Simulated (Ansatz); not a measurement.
# TiO$_{2}$: what the fields show

```yaml
crystal:
  lattice:
    - [4.50784, -4.50784, 0.00000]
    - [4.69183, 4.69183, 0.00000]
    - [0.00000, 0.00000, 2.95921]
  atoms:
    - { symbol: Ti, position: [0.00000, 0.00000, 0.50000] }
    - { symbol: Ti, position: [0.50000, 0.50000, 0.50000] }
    - { symbol: Ti, position: [0.50000, 0.00000, 0.00000] }
    - { symbol: Ti, position: [0.00000, 0.50000, 0.00000] }
    - { symbol: O, position: [0.00000, 0.30432, 0.50000] }
    - { symbol: O, position: [0.50000, 0.80432, 0.50000] }
    - { symbol: O, position: [0.19568, 0.00000, 0.00000] }
    - { symbol: O, position: [0.69568, 0.50000, 0.00000] }
    - { symbol: O, position: [0.80432, 0.00000, 0.00000] }
    - { symbol: O, position: [0.30432, 0.50000, 0.00000] }
    - { symbol: O, position: [0.50000, 0.19568, 0.50000] }
    - { symbol: O, position: [0.00000, 0.69568, 0.50000] }
```

Space group Cmmm; a structure from a database of computed crystals, not necessarily the ambient phase; computed pressure about 5 GPa in this cell.

These are results of Kohn-Sham DFT of a periodic cell, PBE, Ansatz PAW (Ansatz 0.2.0), not measurements.

In a PAW calculation such maps are meaningful between the atoms, not at the nuclei.

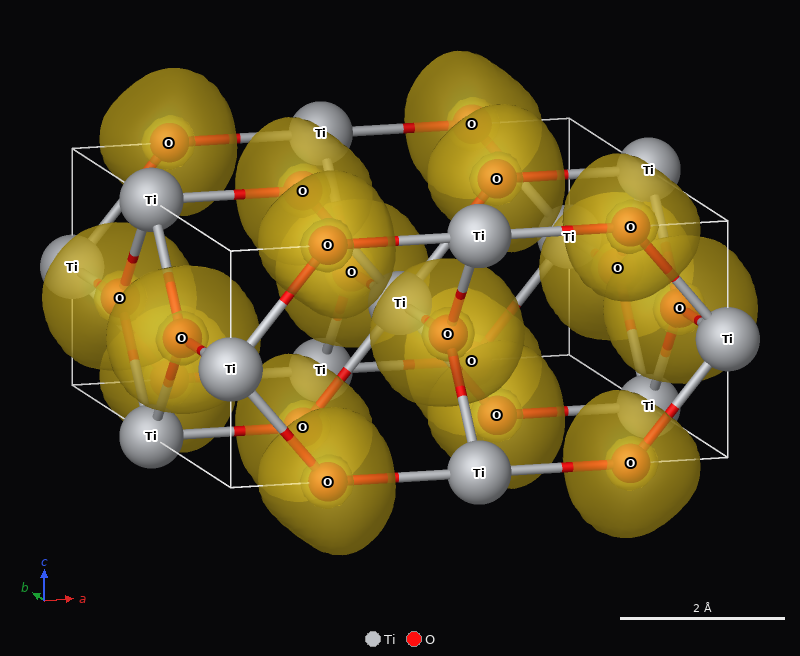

Figure 1. Isosurface of the ELF at 0.65 (yellow), seen slightly off an axis. Only the valence region is drawn (cores and ρ < 0.01 e/Å³ removed). Sticks mark near contacts.

Q: What do the ELF domains correspond to?

A: At this value the surface marks out eight regions wrapped around O (the valence shell of each), counted in one cell of 12 atoms. Any copies at cell faces, edges or corners count once. Profiles from the grid: Ti–O (1.94 Å): the ELF peaks at about 0.80 in the valence shell of O, 0.6 Å from its nucleus, and is about 0.20 at the midpoint: no shared electron pair shows on this line. Ti–O (2.02 Å): the ELF peaks at about 0.85 in the valence shell of O, 0.6 Å from its nucleus, and is about 0.20 at the midpoint; no shared electron pair shows on this line.

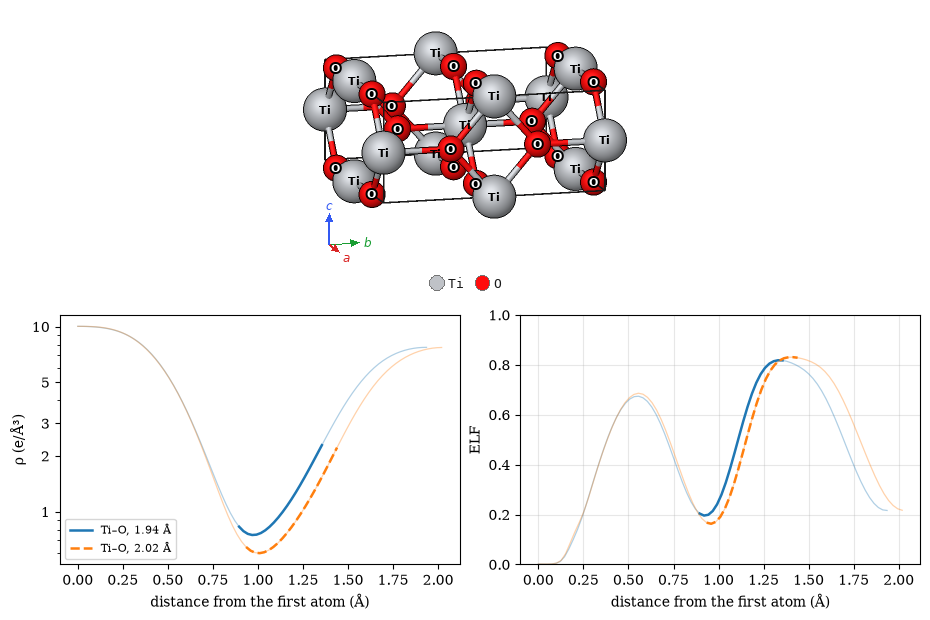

Figure 2. Valence pseudo-density and electron localisation function along straight lines between neighbouring atoms. Thin, pale parts lie inside the atomic spheres. The structure is drawn too.

Q: What can be read from the curves?

A: Ti–O (1.94 Å): the density is about 0.75 e/Å³ at the midpoint; the ELF peaks at about 0.80 in the valence shell of O, 0.6 Å from its nucleus, and is about 0.20 at the midpoint: no shared electron pair shows on this line.
Ti–O (2.02 Å): ρ at the midpoint is about 0.6 e/Å³; the ELF peaks at about 0.85 in the valence shell of O, 0.6 Å from its nucleus, and is about 0.20 at the midpoint (no shared electron pair shows on this line).

Q: Does the calculation give a band gap?

A: It is gapped, with a Kohn–Sham gap of 1.9 eV on the k-point mesh (the band edges may lie off the mesh, which would make the gap smaller).
